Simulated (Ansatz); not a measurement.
**Geometry relaxation of Si25C24 (part 1 of 3)**

System: Si25C24 (defect cell, 49 atoms in the cell).
Method: DFT PBE, scalar-relativistic, plane waves, PAW, spin-polarised (Ansatz 0.2.0).

The structure derives from an entry of the Crystallography Open Database.

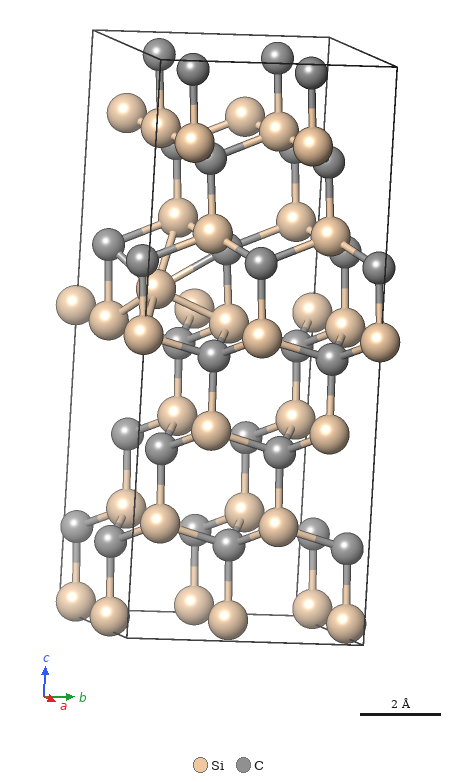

Fig. 1: The input geometry (ball-and-stick view of the cell of the calculation, seen slightly off an axis). An atom can appear more than once, as a periodic image.

## Results in brief

- outcome: converged
- electrons treated: 196
- free energy: −21917.4535 eV
- Fermi energy: 11.890 eV
- net moment of the cell: 0.49 μB
- integrated absolute moment: 0.54 μB
- final volume: 496.61 Å³
- largest force (length of the vector) at the end: 0.017 eV/Å
- hardware: 4 threads of Arm Neoverse V1, 24 GiB of memory available, shared host
- wall time: 2 min (CPU time 8 min)
- peak memory: 2.4 GiB

## Remarks

The k-point mesh is coarse for a cell of this size, so the results may not be converged.

## Input
```yaml
crystal:
  lattice:
    - [-6.1556, 0.0, 0.0]
    - [-3.0778, -5.335, 0.0]
    - [-3.0778, 0.0, 15.1219]
  atoms:
    - { symbol: Si, position: [0.98735, 0.1673, 0.858] }
    - { symbol: Si, position: [0.48735, 0.1673, 0.858] }
    - { symbol: Si, position: [0.98735, 0.6673, 0.858] }
    - { symbol: Si, position: [0.48735, 0.6673, 0.858] }
    - { symbol: Si, position: [0.90465, 0.8327, 0.358] }
    - { symbol: Si, position: [0.40465, 0.8327, 0.358] }
    - { symbol: Si, position: [0.90465, 0.3327, 0.358] }
    - { symbol: Si, position: [0.40465, 0.3327, 0.358] }
    - { symbol: Si, position: [0.9876, 0.5007, 0.5241] }
    - { symbol: Si, position: [0.4811991997, 0.5052433019, 0.5237647528], spin: 0.5 }
    - { symbol: Si, position: [0.9977093081, -0.0033730438, 0.5241408638] }
    - { symbol: Si, position: [0.4970687838, -0.0076443831, 0.523618748], spin: 0.5 }
    - { symbol: Si, position: [0.7383, 0.4993, 0.0241] }
    - { symbol: Si, position: [0.2383, 0.4993, 0.0241] }
    - { symbol: Si, position: [0.7383, 0.9993, 0.0241] }
    - { symbol: Si, position: [0.2383, 0.9993, 0.0241] }
    - { symbol: Si, position: [0.7305954544, 0.8398825835, 0.6913906508] }
    - { symbol: Si, position: [0.23653, 0.8357, 0.69124] }
    - { symbol: Si, position: [0.7456465843, 0.3374182627, 0.6904815457] }
    - { symbol: Si, position: [0.234208262, 0.3364303656, 0.6920285758] }
    - { symbol: Si, position: [0.82223, 0.1643, 0.19124] }
    - { symbol: Si, position: [0.32223, 0.1643, 0.19124] }
    - { symbol: Si, position: [0.82223, 0.6643, 0.19124] }
    - { symbol: Si, position: [0.32223, 0.6643, 0.19124] }
    - { symbol: C, position: [0.92685, 0.496, 0.6503] }
    - { symbol: C, position: [0.4372107808, 0.4893565184, 0.6502971885], spin: 0.5 }
    - { symbol: C, position: [0.9286878699, 0.9932399344, 0.6488951189] }
    - { symbol: C, position: [0.4386541153, 0.9905954851, 0.6514061097], spin: 0.5 }
    - { symbol: C, position: [0.67285, 0.504, 0.1503] }
    - { symbol: C, position: [0.17285, 0.504, 0.1503] }
    - { symbol: C, position: [0.67285, 0.004, 0.1503] }
    - { symbol: C, position: [0.17285, 0.004, 0.1503] }
    - { symbol: C, position: [0.92915, 0.16, 0.9817] }
    - { symbol: C, position: [0.42915, 0.16, 0.9817] }
    - { symbol: C, position: [0.92915, 0.66, 0.9817] }
    - { symbol: C, position: [0.42915, 0.66, 0.9817] }
    - { symbol: C, position: [0.8305958669, 0.8474024592, 0.4838369563] }
    - { symbol: C, position: [0.33915, 0.84, 0.4817] }
    - { symbol: C, position: [0.8372409281, 0.3453114292, 0.483549648] }
    - { symbol: C, position: [0.3441784019, 0.3392321917, 0.480404491] }
    - { symbol: C, position: [0.6771, 0.829, 0.8168] }
    - { symbol: C, position: [0.1771, 0.829, 0.8168] }
    - { symbol: C, position: [0.6771, 0.329, 0.8168] }
    - { symbol: C, position: [0.1771, 0.329, 0.8168] }
    - { symbol: C, position: [0.7561, 0.171, 0.3168] }
    - { symbol: C, position: [0.2561, 0.171, 0.3168] }
    - { symbol: C, position: [0.7561, 0.671, 0.3168] }
    - { symbol: C, position: [0.2561, 0.671, 0.3168] }
    - { symbol: Si, position: [0.5893072592, 0.1573901811, 0.5845416918], spin: 0.5 }
magnetization:
  spin_polarized: true
basis:
  ecutwfc: 420
  fft_grid_basis: typed
kpoints:
  mp_grid: { grid: [2, 2, 2] }
hamiltonian:
  xc: pbe
  pseudopotentials: { kind: paw }
scf:
  occupations: { method: gaussian, width: 0.05 }
output:
  forces: true
  stress: false
  eigenvalues: false
  bader: false
  write_density: false
  volumetric_format: npy
  populations: true
relax:
  adjacent_minimum: "off"
  max_steps: 30
  f_tol: 0.05
```

Command:
```bash
ansatz run input.yaml --threads 4 --pin off --max-ram 10240MiB --backend cpu --events-out ev --progress --plain --runs-dir out
```

## Output
```
settings of this run that can trade accuracy for cost: output.eigenvalues: false. Do not mix this run's numbers with those of runs without the same settings; the input reference describes each key
Engine: ansatz 0.2.0, aarch64-unknown-linux-gnu
Pseudopotentials: kind: paw
Pseudopotential: Si, paw, valence charge 4, recommended cutoff 420 eV (normal), Si.paw.azcp
Pseudopotential: C, paw, valence charge 4, recommended cutoff 420 eV (normal), C.paw.azcp
Functional definition: PBE
  parameter kappa = 0.804
  parameter beta = 0.06672455060314922
  exchange = pbe_x(kappa = kappa, mu = beta*pi^2/3)
  correlation = pbe_c(beta = beta)
Crystal: 49 atoms, lattice volume = 496.605 Å³
Basis set: ecut = 420 eV, 9737 PW (Γ), exchange–correlation on 90×90×216 points (8 copies of the dense FFT grid, shifted against one another)
Bands: 149, of which v1, the nominal top of the filled ones, is band 98 counted from 1 (97 counted from 0)
Symmetry: 1 space group operations
Space group: P1 (ITA 1), of the structure as read, at distance tolerance 7.9e-5 Å
Magnetic group: BNS 1.1 (UNI 1), of the structure as read, at distance tolerance 7.9e-5 Å
k-points: 8
Non-local potential: Si, projectors of the file, l = 0: 2, l = 1: 2, l = 2: 2
Non-local potential: C, projectors of the file, l = 0: 2, l = 1: 2, l = 2: 1
PAW form: soft (Blöchl's): semilocal exchange-correlation on the pseudo side does not see the compensation charge
PAW one-centre angular grid: Si, 110 points (default); XC on 64 Gauss nodes
PAW one-centre angular grid: C, 110 points (default); XC on 64 Gauss nodes
Initial density: superposition of atomic densities (chi_scale 0.1, normalization cell)
Starting moments: Σ|m| = 2.5 μB on 5 of 49 sites
Initial wavefunctions: pseudopotential atomic-orbital guess
Functional: x = pbe(κ = 0.804, μ = 0.2195149727645171), c = pbe(β = 0.06672455060314922)
SCF iter   1: F=—  HF=-21954.014871 eV  |F-HF|=—  |Δ(HF+E_count)|=         —  Δρ=7.69e-2 (↑7.53e-2 ↓7.69e-2)  dr2=1.42e2  dr2_m=1.97e-1  M=0.508 μB ∫|m|=0.706 μB  β_m=0.30  ethr=3.10e-3  ⟨swp⟩=6.0  Hψ=11036  notcnv=0  defer=325
preconditioner: auto → Resta (q_TF=auto, 2.337 Å⁻¹)  ε∞=4.3  [insulator: Δε(μ)=0.083 eV  Ē_g=12.887 eV  σ=0.050 eV  W_gap=0.76  n_scr=102 (ndim 8)  ℏωp=23.3 eV  f_vac=0.000  D(μ)=3.07/eV (n_scr^D=4)  ε∞_Penn≈4.3]
spin=Collinear: Resta preconditioning applied to the charge; magnetization (m = ρ↑ − ρ↓) channel mixes plain (no charge-response kernel on spin).
SCF iter   2: F=—  HF=-21924.028585 eV  |F-HF|=—  |Δ(HF+E_count)|=    3.00e1  Δρ=4.25e-2 (↑4.11e-2 ↓4.25e-2)  dr2=4.20e1  dr2_m=1.13e-1  M=0.467 μB ∫|m|=0.607 μB  β_m=0.30  ethr=3.10e-3  ⟨swp⟩=3.0  Hψ=4500  notcnv=0  defer=709
preconditioner: auto → Kerker (q_TF=auto, 2.337 Å⁻¹)  [metal: Δε(μ)=0.034 eV  Ē_g=12.473 eV  σ=0.050 eV  W_gap=0.36  n_scr=102 (ndim 8)  ℏωp=23.3 eV  f_vac=0.000  D(μ)=6.70/eV (n_scr^D=32)]
spin=Collinear: Kerker preconditioning applied to the charge; magnetization (m = ρ↑ − ρ↓) channel mixes plain (no charge-response kernel on spin).
SCF iter   3: F=—  HF=-21912.423464 eV  |F-HF|=—  |Δ(HF+E_count)|=    1.16e1  Δρ=1.55e-2 (↑1.54e-2 ↓1.55e-2)  dr2=3.82e0  dr2_m=7.81e-2  M=0.304 μB ∫|m|=0.466 μB  β_m=0.30  ethr=3.10e-3  ⟨swp⟩=3.6  Hψ=3698  notcnv=0  defer=706
SCF iter   4: F=—  HF=-21912.047849 eV  |F-HF|=—  |Δ(HF+E_count)|=   3.76e-1  Δρ=7.63e-3 (↑7.63e-3 ↓7.24e-3)  dr2=1.12e0  dr2_m=4.26e-2  M=0.301 μB ∫|m|=0.425 μB  β_m=0.30  ethr=1.95e-3  ⟨swp⟩=1.4  Hψ=2779  notcnv=0  defer=707
SCF iter   5: F=—  HF=-21912.007223 eV  |F-HF|=—  |Δ(HF+E_count)|=   4.06e-2  Δρ=2.93e-3 (↑2.93e-3 ↓2.81e-3)  dr2=2.38e-1  dr2_m=2.31e-2  M=0.300 μB ∫|m|=0.395 μB  β_m=0.30  ethr=5.74e-4  ⟨swp⟩=3.2  Hψ=3283  notcnv=0  defer=708
SCF iter   6: F=—  HF=-21912.014397 eV  |F-HF|=—  |Δ(HF+E_count)|=   7.17e-3  Δρ=1.94e-3 (↑1.94e-3 ↓1.85e-3)  dr2=9.87e-2  dr2_m=1.30e-2  M=0.296 μB ∫|m|=0.372 μB  β_m=0.30  ethr=1.21e-4  ⟨swp⟩=2.0  Hψ=1718  notcnv=0  defer=708
SCF iter   7: F=—  HF=-21912.019563 eV  |F-HF|=—  |Δ(HF+E_count)|=   5.17e-3  Δρ=1.36e-3 (↑1.34e-3 ↓1.36e-3)  dr2=2.63e-2  dr2_m=7.28e-3  M=0.288 μB ∫|m|=0.351 μB  β_m=0.30  ethr=5.03e-5  ⟨swp⟩=2.0  Hψ=1714  notcnv=0  defer=708
Mixer restart at iter 7: flushing history
spin-set hold released at iteration 7 (site moments contracting): the magnetisation degrees of freedom join the quasi-Newton model from the next iteration; the mixer history was flushed
SCF iter   8: F=—  HF=-21912.021678 eV  |F-HF|=—  |Δ(HF+E_count)|=   2.12e-3  Δρ=1.01e-3 (↑1.01e-3 ↓1.00e-3)  dr2=1.88e-2  dr2_m=4.11e-3  M=0.289 μB ∫|m|=0.342 μB  β_m=0.65  ethr=1.34e-5  ⟨swp⟩=1.1  Hψ=2386  notcnv=0  defer=708
SCF iter   9: F=—  HF=-21912.024797 eV  |F-HF|=—  |Δ(HF+E_count)|=   3.12e-3  Δρ=1.44e-4 (↑1.24e-4 ↓1.44e-4)  dr2=5.23e-3  dr2_m=2.97e-5  M=0.297 μB ∫|m|=0.331 μB  β_m=0.78  ethr=9.57e-6  ⟨swp⟩=2.0  Hψ=3108  notcnv=0  defer=708
SCF iter  10: F=—  HF=-21912.024479 eV  |F-HF|=—  |Δ(HF+E_count)|=   3.18e-4  Δρ=1.01e-4 (↑8.63e-5 ↓1.01e-4)  dr2=1.59e-3  dr2_m=2.24e-5  M=0.306 μB ∫|m|=0.342 μB  β_m=0.87  ethr=2.67e-6  ⟨swp⟩=1.3  Hψ=2101  notcnv=0  defer=708
SCF iter  11: F=—  HF=-21912.024346 eV  |F-HF|=—  |Δ(HF+E_count)|=   1.33e-4  Δρ=5.65e-5 (↑4.99e-5 ↓5.65e-5)  dr2=1.86e-4  dr2_m=8.50e-6  M=0.310 μB ∫|m|=0.348 μB  β_m=0.88  ethr=8.10e-7  ⟨swp⟩=1.9  Hψ=1952  notcnv=0  defer=708
SCF iter  12: F=—  HF=-21912.024338 eV  |F-HF|=—  |Δ(HF+E_count)|=   7.84e-6  Δρ=1.90e-5 (↑1.90e-5 ↓1.68e-5)  dr2=3.01e-5  dr2_m=9.95e-7  M=0.309 μB ∫|m|=0.346 μB  β_m=0.94  ethr=3.19e-8  ⟨swp⟩=1.9  Hψ=6142  notcnv=0
SCF iter  13: F=-21912.024328 eV  HF=-21912.024339 eV  |F-HF|=1.17e-5  |Δ(HF+E_count)|=   1.23e-6  Δρ=7.39e-6 (↑7.27e-6 ↓7.39e-6)  dr2=1.28e-5  dr2_m=1.06e-7  M=0.306 μB ∫|m|=0.342 μB  ethr=1.54e-8  ⟨swp⟩=3.0  Hψ=5584  notcnv=0
SCF 1 converged in 13 iterations: F = -21912.024328 eV  dr2 = 1.28e-5
  greatest PAW one-centre occupation: 0.802 electrons in one spin orbital (limit 2), on the Si atom at site 48 (counted from 0), in its partial waves of l = 0
relax step   1: F+E_penalty+E_count = -21912.02432763 eV  Δ(F+E_penalty+E_count) = +0.000e0 eV  max|allowed force component| = 1.207e1 eV/Å  Δτ_max = 0.0000 Å  (13 SCF iters, dr2 threshold 6.25e-5 eV, accepted)
Initial density: handed on by an earlier stage of this run
Starting moments: Σ|m| = 2.5 μB on 5 of 49 sites; this step starts from the density that it was given
Initial wavefunctions: those handed on with the density
iter 1 solved again at ethr=4.32e-4 eV; its pass at ethr=3.10e-3 eV (dr2=8.48e-1 eV) is discarded
SCF iter   1: F=—  HF=-21915.834334 eV  |F-HF|=—  |Δ(HF+E_count)|=         —  Δρ=5.60e-3 (↑5.28e-3 ↓5.60e-3)  dr2=8.31e-1  dr2_m=1.22e-3  M=0.363 μB ∫|m|=0.408 μB  β_m=0.30  ethr=4.32e-4  ⟨swp⟩=1.0  Hψ=9428  notcnv=0  defer=719
preconditioner: auto → Kerker (q_TF=auto, 2.337 Å⁻¹)  [metal: Δε(μ)=0.029 eV  Ē_g=12.024 eV  σ=0.050 eV  W_gap=0.31  n_scr=102 (ndim 8)  ℏωp=23.3 eV  f_vac=0.000  D(μ)=6.55/eV (n_scr^D=32)]
spin=Collinear: Kerker preconditioning applied to the charge; magnetization (m = ρ↑ − ρ↓) channel mixes plain (no charge-response kernel on spin).
SCF iter   2: F=—  HF=-21915.734462 eV  |F-HF|=—  |Δ(HF+E_count)|=   9.99e-2  Δρ=4.00e-3 (↑3.76e-3 ↓4.00e-3)  dr2=4.40e-1  dr2_m=6.89e-4  M=0.370 μB ∫|m|=0.412 μB  β_m=0.65  ethr=4.24e-4  ⟨swp⟩=1.2  Hψ=1668  notcnv=0  defer=719
SCF iter   3: F=—  HF=-21915.631216 eV  |F-HF|=—  |Δ(HF+E_count)|=   1.03e-1  Δρ=4.63e-4 (↑4.48e-4 ↓4.63e-4)  dr2=1.51e-2  dr2_m=2.13e-5  M=0.392 μB ∫|m|=0.430 μB  β_m=0.69  ethr=2.25e-4  ⟨swp⟩=3.0  Hψ=3070  notcnv=0  defer=720
SCF iter   4: F=—  HF=-21915.630532 eV  |F-HF|=—  |Δ(HF+E_count)|=   6.83e-4  Δρ=1.92e-4 (↑1.89e-4 ↓1.92e-4)  dr2=5.15e-3  dr2_m=6.47e-6  M=0.400 μB ∫|m|=0.439 μB  β_m=0.84  ethr=7.69e-6  ⟨swp⟩=1.1  Hψ=2386  notcnv=0  defer=720
SCF iter   5: F=—  HF=-21915.630157 eV  |F-HF|=—  |Δ(HF+E_count)|=   3.75e-4  Δρ=7.31e-5 (↑6.79e-5 ↓7.31e-5)  dr2=1.28e-3  dr2_m=8.81e-7  M=0.410 μB ∫|m|=0.452 μB  β_m=0.92  ethr=2.63e-6  ⟨swp⟩=2.7  Hψ=2494  notcnv=0  defer=720
SCF iter   6: F=—  HF=-21915.630026 eV  |F-HF|=—  |Δ(HF+E_count)|=   1.30e-4  Δρ=4.30e-5 (↑4.18e-5 ↓4.30e-5)  dr2=3.51e-4  dr2_m=9.84e-8  M=0.415 μB ∫|m|=0.458 μB  β_m=0.91  ethr=6.55e-7  ⟨swp⟩=2.2  Hψ=2168  notcnv=0  defer=720
SCF iter   7: F=-21915.629944 eV  HF=-21915.629985 eV  |F-HF|=4.09e-5  |Δ(HF+E_count)|=   4.17e-5  Δρ=2.05e-5 (↑1.89e-5 ↓2.05e-5)  dr2=4.94e-5  dr2_m=1.12e-7  M=0.417 μB ∫|m|=0.461 μB  ethr=5.10e-8  ⟨swp⟩=2.1  Hψ=5803  notcnv=0
SCF 2 converged in 7 iterations: F = -21915.629944 eV  dr2 = 4.94e-5
  greatest PAW one-centre occupation: 0.764 electrons in one spin orbital (limit 2), on the Si atom at site 48 (counted from 0), in its partial waves of l = 0
relax step   2: F+E_penalty+E_count = -21915.62994390 eV  Δ(F+E_penalty+E_count) = -3.606e0 eV  max|allowed force component| = 3.922e0 eV/Å  Δτ_max = 0.1508 Å  (7 SCF iters, dr2 threshold 1.00e-4 eV, accepted)
SCF iter   1: F=—  HF=-21917.084300 eV  |F-HF|=—  |Δ(HF+E_count)|=         —  Δρ=3.83e-3 (↑3.60e-3 ↓3.83e-3)  dr2=3.63e-1  dr2_m=1.21e-3  M=0.444 μB ∫|m|=0.499 μB  β_m=0.30  ethr=3.08e-3  ⟨swp⟩=4.0  Hψ=5967  notcnv=0  defer=520
preconditioner: auto → Resta (q_TF=auto, 2.337 Å⁻¹)  ε∞=4.8  [insulator: Δε(μ)=0.091 eV  Ē_g=12.035 eV  σ=0.050 eV  W_gap=0.79  n_scr=102 (ndim 8)  ℏωp=23.3 eV  f_vac=0.000  D(μ)=2.96/eV (n_scr^D=4)  ε∞_Penn≈4.8]
spin=Collinear: Resta preconditioning applied to the charge; magnetization (m = ρ↑ − ρ↓) channel mixes plain (no charge-response kernel on spin).
SCF iter   2: F=—  HF=-21917.018799 eV  |F-HF|=—  |Δ(HF+E_count)|=   6.55e-2  Δρ=2.60e-3 (↑2.41e-3 ↓2.60e-3)  dr2=1.23e-1  dr2_m=7.10e-4  M=0.451 μB ∫|m|=0.503 μB  β_m=0.53  ethr=1.85e-4  ⟨swp⟩=1.0  Hψ=2752  notcnv=0  defer=724
SCF iter   3: F=—  HF=-21916.988852 eV  |F-HF|=—  |Δ(HF+E_count)|=   2.99e-2  Δρ=7.23e-4 (↑6.67e-4 ↓7.23e-4)  dr2=7.72e-3  dr2_m=9.85e-5  M=0.465 μB ∫|m|=0.514 μB  β_m=0.61  ethr=6.26e-5  ⟨swp⟩=2.0  Hψ=3164  notcnv=0  defer=724
SCF iter   4: F=—  HF=-21916.988049 eV  |F-HF|=—  |Δ(HF+E_count)|=   8.03e-4  Δρ=1.71e-4 (↑1.68e-4 ↓1.71e-4)  dr2=4.55e-4  dr2_m=1.28e-5  M=0.472 μB ∫|m|=0.521 μB  β_m=0.69  ethr=3.94e-6  ⟨swp⟩=2.1  Hψ=3399  notcnv=0  defer=725
SCF iter   5: F=—  HF=-21916.988100 eV  |F-HF|=—  |Δ(HF+E_count)|=   5.13e-5  Δρ=5.25e-5 (↑5.08e-5 ↓5.25e-5)  dr2=1.03e-4  dr2_m=2.47e-6  M=0.475 μB ∫|m|=0.524 μB  β_m=0.74  ethr=2.32e-7  ⟨swp⟩=2.3  Hψ=3351  notcnv=0  defer=728
iter 6 did not close the SCF: its close was put off for a magnetic moment that had not settled (scf_convergence_deferred on its scf_iter line)
SCF iter   6: F=-21916.988101 eV  HF=-21916.988108 eV  |F-HF|=7.42e-6  |Δ(HF+E_count)|=   8.14e-6  Δρ=2.08e-5 (↑1.88e-5 ↓2.08e-5)  dr2=1.50e-5  dr2_m=5.56e-7  M=0.476 μB ∫|m|=0.526 μB  β_m=0.78  ethr=5.10e-8  ⟨swp⟩=2.0  Hψ=5705  notcnv=0
SCF iter   7: F=-21916.988111 eV  HF=-21916.988111 eV  |F-HF|=2.72e-7  |Δ(HF+E_count)|=   2.63e-6  Δρ=7.81e-6 (↑7.17e-6 ↓7.81e-6)  dr2=7.94e-7  dr2_m=1.04e-7  M=0.476 μB ∫|m|=0.527 μB  ethr=7.66e-9  ⟨swp⟩=1.0  Hψ=5241  notcnv=0
SCF 3 converged in 7 iterations: F = -21916.988111 eV  dr2 = 7.94e-7
  greatest PAW one-centre occupation: 0.728 electrons in one spin orbital (limit 2), on the Si atom at site 48 (counted from 0), in its partial waves of l = 0
relax step   3: F+E_penalty+E_count = -21916.98811119 eV  Δ(F+E_penalty+E_count) = -1.358e0 eV  max|allowed force component| = 2.203e0 eV/Å  Δτ_max = 0.2000 Å  (7 SCF iters, dr2 threshold 1.00e-4 eV, accepted)
```
